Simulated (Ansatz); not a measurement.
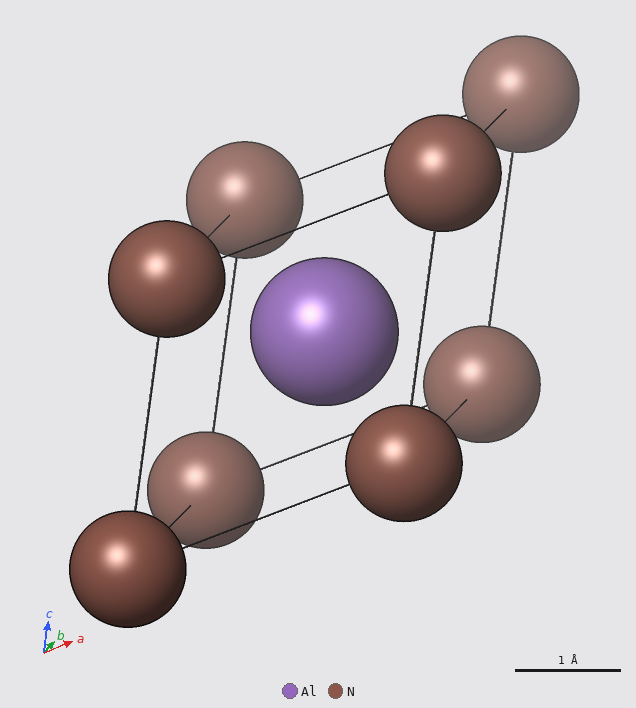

The figure gives a spheres-only picture of the atoms, viewed slightly off an axis. The simulation cell is drawn as a box.

Input used:
```yaml
crystal:
  lattice:
    - [0.0, 2.0352676073, 2.0352676073]
    - [2.0352676073, 0.0, 2.0352676073]
    - [2.0352676073, 2.0352676073, 0.0]
  atoms:
    - { symbol: Al, position: [0.5, 0.5, 0.5] }
    - { symbol: "N", position: [0.0, 0.0, 0.0] }
basis:
  ecutwfc: 420
kpoints:
  mp_grid: { grid: [10, 10, 10] }
  band_path:
    path:
      - [[0.0, 0.0, 0.0], [0.5, 0.0, 0.5], [0.625, 0.25, 0.625]]
      - [[0.375, 0.375, 0.75], [0.0, 0.0, 0.0], [0.5, 0.5, 0.5], [0.5, 0.25, 0.75], [0.5, 0.0, 0.5]]
    npoints: 14
hamiltonian:
  xc: pbe
scf:
  occupations: { method: gaussian, width: 0.02 }
  n_extra_bands: 6
output:
  forces: true
  stress: true
  eigenvalues: true
  populations: true
  dos: { projected: true, de: 0.02, nscf_kmesh: { grid: [15, 15, 15] } }
  bader: true
  write_density: true
  write_potential: true
  elf: true
  volumetric_format: npy
```
Run as:
```sh
ansatz run input.yaml --threads 1 --pin off --max-ram 2560MiB --backend cpu --events-out ev --progress --plain --runs-dir out
```

Computational set-up: DFT PBE, scalar-relativistic, plane waves, PAW (Ansatz 0.2.0), wavefunction cutoff 420 eV, a 10×10×10 k-point mesh, Gaussian smearing of 0.02 eV, no spin polarisation.

### What does a Bader analysis give?

Al +2.49 e; N -2.49 e. The transfer is large, as in an ionic solid.

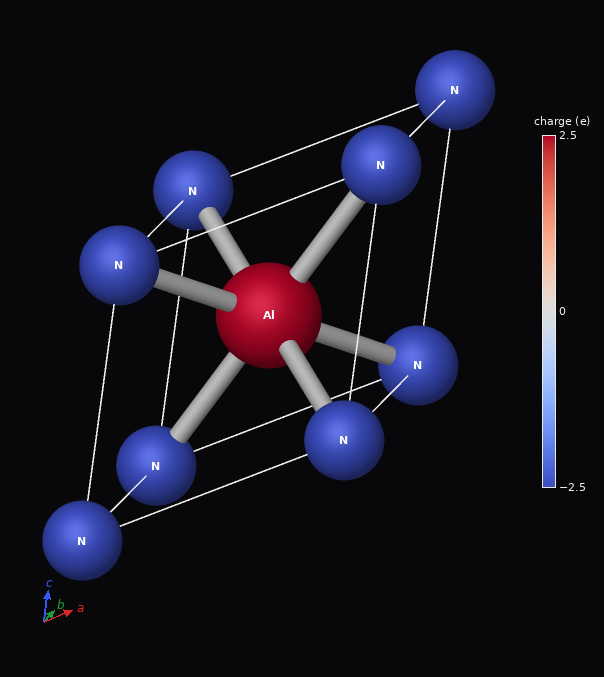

The atoms coloured by those charges.

It goes back to a structure type filled with these elements by a generator (whether the compound takes this form wasn't checked). Earlier steps of the study may have refined or changed the cell and positions. It went into a calculation with Ansatz.
